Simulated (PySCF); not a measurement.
# C4H6 (SMILES C=C1CC1): levels of theory compared

Aim: a comparison of 6 runs (HF/STO-3G, BHLYP/def2-SVP, BLYP/def2-SVP, SVWN5/def2-SVP, revPBE/def2-SVP, SCS-MP2/def2-SVP) of C4H6. The job is set up through a Python script.

The calculation is run with PySCF 2.14.0.

2 further runs of the same task are left out: 2 set aside as unsound or not needed.

**1. The system as given**

C4H6: 10 atoms, total charge 0, spin state singlet. SMILES: `C=C1CC1`. Geometry: relaxed at PBE0-D4/def2-TZVP.

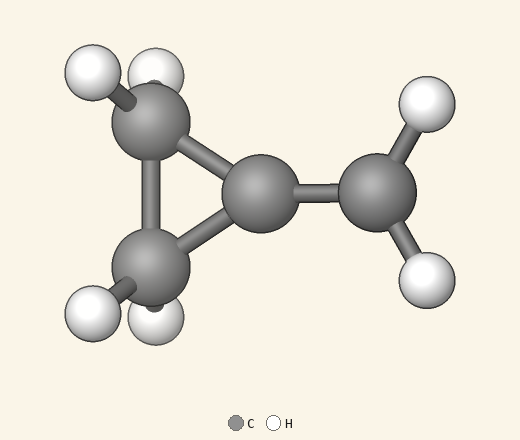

The structure, seen from a chosen angle (carbon grey, hydrogen white).

**2. The energy at HF/STO-3G (run 1)**

The input, input.py:

```python
from pyscf import gto

molecule = gto.Mole()
molecule.atom = [
    ('C', (-1.246550, 0.749310, -0.827290)),
    ('C', (-0.267200, 0.160900, -0.177320)),
    ('C', (0.559730, -1.024530, 0.014480)),
    ('C', (0.756050, 0.233700, 0.858730)),
    ('H', (-1.784520, 0.237140, -1.617880)),
    ('H', (-1.546990, 1.765000, -0.593050)),
    ('H', (0.122140, -1.892780, 0.496620)),
    ('H', (1.316520, -1.257730, -0.727620)),
    ('H', (1.642590, 0.831980, 0.674530)),
    ('H', (0.448240, 0.197000, 1.898790)),
]
molecule.verbose = 3
molecule.spin = 0
molecule.basis = 'sto-3g'
molecule.max_memory = 1860
molecule.build()

hf = molecule.RHF()
hf.conv_tol = 1e-10
hf.kernel()
if not hf.converged:
    hf = hf.newton().run(hf.mo_coeff, hf.mo_occ)

etot = hf.e_tot
print(f'total energy: {etot:.8f} hartree')
```

Run with:

```
OMP_NUM_THREADS=1 python input.py
```

The log of the run:

```text
converged SCF energy = -153.010142118705
total energy: -153.01014212 hartree
```

It took 0.62 s on 1 thread of Arm Neoverse V2, shared host; peak memory 0.12 GiB.

**3. A single-point energy at BHLYP/def2-SVP (run 2)**

The input, start.xyz:

```xyz
10
C4H6
C     -1.246550     0.749310    -0.827290
C     -0.267200     0.160900    -0.177320
C      0.559730    -1.024530     0.014480
C      0.756050     0.233700     0.858730
H     -1.784520     0.237140    -1.617880
H     -1.546990     1.765000    -0.593050
H      0.122140    -1.892780     0.496620
H      1.316520    -1.257730    -0.727620
H      1.642590     0.831980     0.674530
H      0.448240     0.197000     1.898790
```

The input, run.py:

```python
from pyscf import gto, dft

mol = gto.M(
    atom='start.xyz',
    verbose=4,
    basis='def2-svp',
    max_memory=1860,
    charge=0,
)

mf = dft.RKS(mol)
mf.xc = 'bhandhlyp'
mf.conv_tol = 1e-10
mf.grids.level = 5
mf.kernel()
if not mf.converged:
    mf = mf.newton().run(mf.mo_coeff, mf.mo_occ)

e_tot = mf.e_tot
print('E(%s) = %.9f' % ('BHLYP', e_tot))
```

Run with:

```
OMP_NUM_THREADS=1 python run.py
```

The log of the run:

```text
PySCF version 2.14.0

[... 78 lines left out ...]
converged SCF energy = -155.74539764059
E(BHLYP) = -155.745397641
```

Wall time 16 s (1 thread of Arm Neoverse V2, shared host); peak memory 0.42 GiB.

Runs 3 to 5 aren't shown in full; the table further down has their settings and results.

**4. The energy at SCS-MP2/def2-SVP (run 6)**

The input, input.py:

```python
# C=C1CC1
from pyscf import gto, mp

mol = gto.Mole()
mol.atom = '''
C   -1.246550   0.749310  -0.827290
C   -0.267200   0.160900  -0.177320
C    0.559730  -1.024530   0.014480
C    0.756050   0.233700   0.858730
H   -1.784520   0.237140  -1.617880
H   -1.546990   1.765000  -0.593050
H    0.122140  -1.892780   0.496620
H    1.316520  -1.257730  -0.727620
H    1.642590   0.831980   0.674530
H    0.448240   0.197000   1.898790
'''
mol.basis = 'def2-svp'
mol.max_memory = 1860
mol.verbose = 4
mol.build()

myscf = mol.RHF()
myscf.conv_tol = 1e-10
myscf.kernel()
if not myscf.converged:
    myscf = myscf.newton().run(myscf.mo_coeff, myscf.mo_occ)

pt = mp.MP2(myscf, frozen=4).run()
e_tot = myscf.e_tot + 1.2 * pt.e_corr_os + pt.e_corr_ss / 3
print('E = %.10f Eh' % e_tot)
```

Run with:

```
OMP_NUM_THREADS=1 python input.py
```

The log of the run:

```text
PySCF version 2.14.0

[... 66 lines left out ...]
converged SCF energy = -154.777849888327
[... 1 line left out ...]
******** <class 'pyscf.mp.mp2.RMP2'> ********
nocc = 11, nmo = 82
frozen orbitals 4
E(RMP2) = -155.317545828726  E_corr = -0.539695940398549
E(SCS-RMP2) = -155.314508978156  E_corr = -0.53665908982886
E_corr(same-spin) = -0.128049275364691
E_corr(oppo-spin) = -0.411646665033858
E = -155.3145089782 Eh
```

Run time: 1.6 s. Hardware: 1 thread of Arm Neoverse V2, shared host; peak memory 0.2 GiB.

**5. All runs side by side**

```tsv
run	level	integration grid	frozen core orbitals	energy (Eh)	dipole moment (D) of the reference	HOMO energy (eV)	LUMO energy (eV)	wall time
1	HF/STO-3G	–	–	-153.010142	0.20	-8.52	8.38	0.62 s
2	BHLYP/def2-SVP	5	–	-155.745398	0.37	-8.37	1.49	16 s
3	BLYP/def2-SVP	5	–	-155.758007	0.40	-5.99	-0.51	15 s
4	SVWN5/def2-SVP	5	–	-154.380621	0.44	-6.32	-0.84	11 s
5	revPBE/def2-SVP	5	–	-155.807564	0.40	-6.15	-0.63	16 s
6	SCS-MP2/def2-SVP	–	4	-155.314509	0.37	-9.91	4.23	1.6 s
```

**6. What came out**

| quantity | value |
| --- | --- |
| run 6: total energy | -155.31451 Eh |
| run 6: dipole moment (Hartree–Fock density) | 0.37 D |
| run 6: HOMO energy (Hartree–Fock orbitals) | -9.91 eV |
| run 6: LUMO energy (Hartree–Fock orbitals) | 4.23 eV |
| run 6: HOMO–LUMO gap (Hartree–Fock orbitals) | 14.14 eV |
| run 6: correlation energy (4 core orbitals frozen) | -536.7 mEh |

Over runs 1, 2, 3, 4, 5 the dipole moment (its size) runs from 0.20 D (HF/STO-3G) to 0.44 D (SVWN5/def2-SVP). The two ends differ in method and basis. Over runs 1, 2, 3, 4, 5 the HOMO–LUMO gap runs from 5.48 eV (SVWN5/def2-SVP) to 16.90 eV (HF/STO-3G). Totals of different functionals can't be ranked against each other. In run 1 the basis is minimal, so the values are rough. All runs together took 60 s, the longest 16 s.
